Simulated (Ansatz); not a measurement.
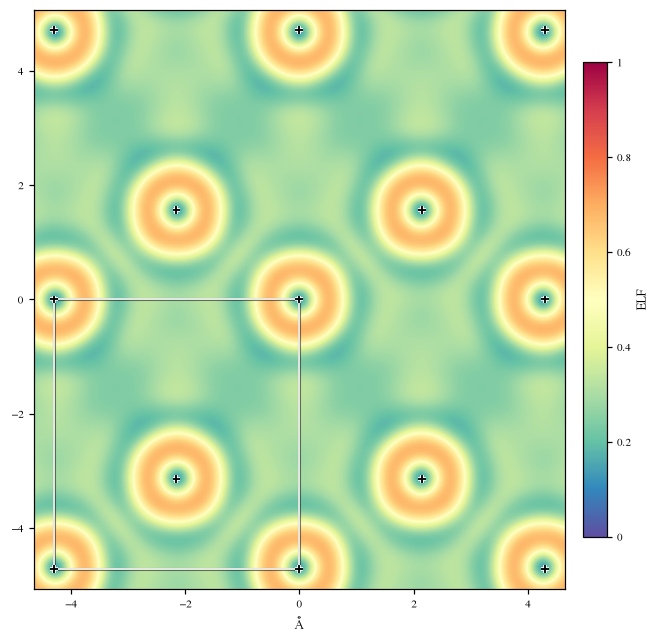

The ELF on a plane through atoms (crosses mark nuclei in the plane).

All numbers below come from DFT PBE, scalar-relativistic, plane waves, PAW in Ansatz 0.2.0.

Candidates:
A. Al, a = 3.99 Å, b = 3.99 Å, c = 3.99 Å, α = 90.00°, β = 90.00°, γ = 90.00°. Space group Fm-3m; a structure from a database of computed crystals, not necessarily the ambient phase; computed pressure about 3 GPa in this cell; computed without spin polarisation.
B. Ru, a = 2.72 Å, b = 2.72 Å, c = 4.30 Å, α = 90.00°, β = 90.00°, γ = 120.00°. Space group P6₃/mmc; computed without spin polarisation.

### Which candidate gave the map?

Candidate B: Ru on the (110) plane of the conventional cell, which holds Ru. Ru–Ru (2.66 Å): the ELF is about 0.35 at the midpoint.
